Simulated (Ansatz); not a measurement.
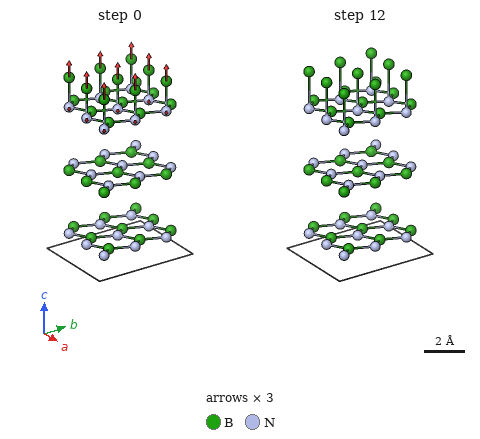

The structure of a slab of composition B₄N₃ (cut from the P6_3/mmc phase) before (left) and after (right) a constrained relaxation, at one scale. The red arrows give the displacements, magnified 3 times.

Style: ball-and-stick. Shown: the 3 × 3 repeat of the cell, outlined in the plane, without the vacuum, slightly off an axis.

Case: B put at a top N site. The slab is the (0 0 1) face of BN with B on it. 2 atoms are held fixed.

Computed with DFT PBE+D3(BJ), scalar-relativistic, plane waves, PAW (Ansatz 0.2.0). Set-up: plane-wave cutoff 420 eV; k-point mesh 12 × 12 × 1; occupations gaussian; smearing width 0.05 eV; collinear spin; dipole correction; atoms relaxed in a fixed cell; force threshold 0.03 eV/Å; at most 70 steps.

Question: Describe what moved and what it gained.

Answer: Over 9 accepted moves (12 points after the start) the energy falls by 0.300 eV per cell of the calculation. The largest force component goes from 2.6 to 0.0032 eV/Å. The line search rejected the trial steps at points 8, 10, 11 of the run. The atom that moves furthest is a B atom (0.31 Å along the normal (+c)). Largest moves by element: B 0.31 Å, N 0.08 Å. The lattice vectors keep their values. Some distances before and after: B–N 1.560 → 1.948 Å. Bond angles that change, for instance: B–N–B 90.0° → 86.6°. The program noted that the starting moments weren't kept.

Limits of the set-up: the periodic images lie only 2.5 Å apart, so the values are limited by the cell's size.
